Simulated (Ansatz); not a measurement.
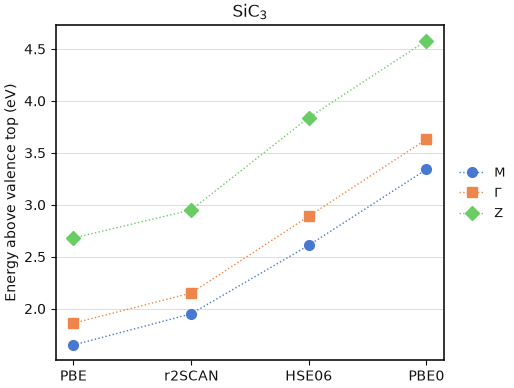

Lowest conduction level at each named k point, counted from the valence-band top at Γ, by several methods on one cell of SiC3 (ordered alloy on diamond lattice), space group P-4m2 (No. 115), 4 atoms in the cell, relaxed with r2SCAN; a = 2.796 Å, c = 4.090 Å (tetragonal axes). All runs are without spin-orbit coupling and carry no moments. In some of the methods the smallest gap lies off these points.

| method | program | M (eV) | Γ (eV) | Z (eV) |
| --- | --- | --- | --- | --- |
| PBE | Ansatz | 1.65 | 1.86 | 2.68 |
| r2SCAN | Ansatz | 1.95 | 2.15 | 2.95 |
| HSE06 | Ansatz | 2.61 | 2.89 | 3.84 |
| PBE0 | Ansatz | 3.34 | 3.63 | 4.58 |

Estimate the G0W0@PBE values. It was run as: PBE, Ansatz PAW set, 6×6×4 k mesh, 420 eV cutoff, fixed occupations (Ansatz 0.2.0), G0W0 with empty bands 95, screening cutoff 120 eV and frequency treatment contour deformation.

Answer. It starts from PBE, whose row gives 1.65 eV at M. G0W0@PBE gives 2.41 eV at M, 2.75 eV at Γ and 3.80 eV at Z, which is +0.76 eV from PBE at M.

Does G0W0@PBE shift these levels rigidly from PBE?

Answer. The shifts are +0.76 eV at M, +0.89 eV at Γ and +1.12 eV at Z, and at points that aren't plotted +0.97 eV (R): over the named points that both runs hold, a spread of 0.36 eV on a mean of 0.94 eV, so one shift doesn't describe them.

How do the methods rank at M?

Answer. From low to high: PBE 1.65, r2SCAN 1.95, G0W0@PBE 2.41, HSE06 2.61, PBE0 3.34 eV.

Settings. PBE: Ansatz PAW set, 10×10×6 k mesh, 420 eV cutoff, Fermi-Dirac smearing of 0.02 eV (Ansatz). r2SCAN: Ansatz PAW set, 10×10×6 k mesh, 500 eV cutoff, fixed occupations (Ansatz). HSE06: Ansatz PAW set, 6×6×4 k mesh, 420 eV cutoff, fixed occupations (Ansatz). PBE0: Ansatz PAW set, 6×6×4 k mesh, 420 eV cutoff, fixed occupations (Ansatz 0.2.0).

The cell was built by a generator and needn't be a form met in nature. r2SCAN, HSE06 and PBE0: the PAW data sets were made with another functional. LDA, GGA and most meta-GGA functionals understate gaps. G0W0@PBE: the k mesh is thin for GW. HSE06: the k mesh is thin for exact exchange. Over all k points computed the smallest gap is 1.41 eV in PBE, 1.65 eV in r2SCAN, 2.33 eV in HSE06 and 3.06 eV in PBE0, from the valence top at Γ to the conduction bottom at a point off the named ones. The GW values are at finite bands, cutoffs and mesh, short of the basis limit.
